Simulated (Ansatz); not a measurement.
```cif
data_structure
_symmetry_space_group_name_H-M 'P 1'
_symmetry_Int_Tables_number 1
_cell_length_a 5.6198
_cell_length_b 5.6198
_cell_length_c 5.6198
_cell_angle_alpha 90.000
_cell_angle_beta 90.000
_cell_angle_gamma 90.000
_cell_volume 177.49
loop_
_atom_site_label
_atom_site_type_symbol
_atom_site_fract_x
_atom_site_fract_y
_atom_site_fract_z
_atom_site_occupancy
Ge1 Ge 0.25000 0.25000 0.25000 1
Ge2 Ge 0.75000 0.75000 0.25000 1
Ge3 Ge 0.75000 0.25000 0.75000 1
Ge4 Ge 0.25000 0.75000 0.75000 1
Ge5 Ge 0.00000 0.00000 0.00000 1
Ge6 Ge 0.50000 0.50000 0.00000 1
Ge7 Ge 0.50000 0.00000 0.50000 1
Ge8 Ge 0.00000 0.50000 0.50000 1
```

Space group Fd-3m; computed pressure about 6 GPa in this cell.

Level of theory: Kohn-Sham DFT of a periodic cell, B3LYP5, Ansatz PAW (Ansatz 0.2.0).

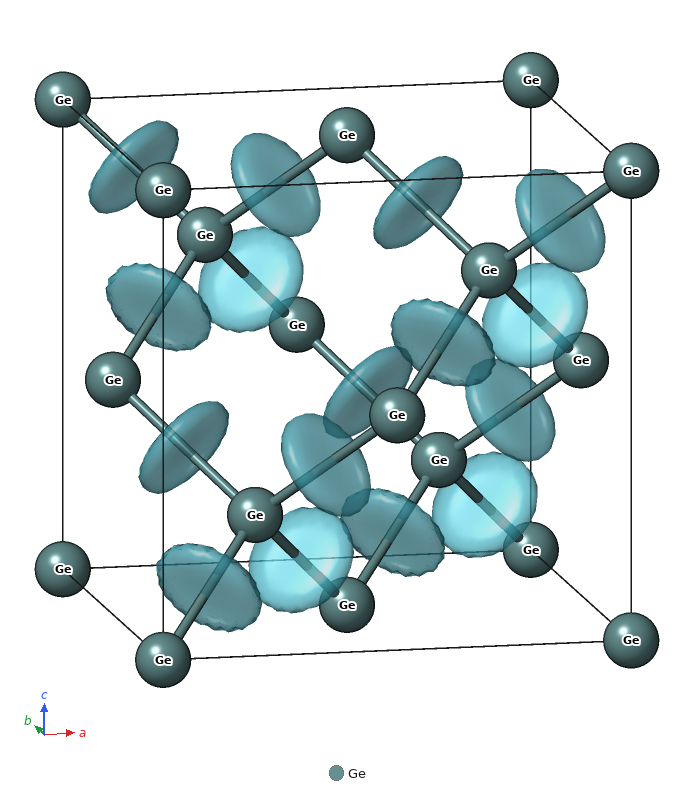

Ge. Isosurface of the electron localisation function at 0.7 (cyan), seen slightly off an axis. Core shells and regions of very low density are left out. Sticks mark near contacts.

Core electrons are frozen (PAW), and the valence fields are smoothed inside the atomic spheres.

Q: Describe the localisation domains.

A: The ELF exceeds this value in 16 regions between bonded Ge–Ge atoms (shared pairs), counted in one cell of 8 atoms. Any copies at cell faces, edges or corners count once. Profiles from the grid: Ge–Ge (2.43 Å): the ELF peaks at about 0.80 between the atoms; a covalent bond.

Q: Does the calculation make it a metal, or give it a gap?

A: It is gapped, with a Kohn–Sham gap of 1.2 eV on the k-point mesh, an upper bound to the gap of this method.
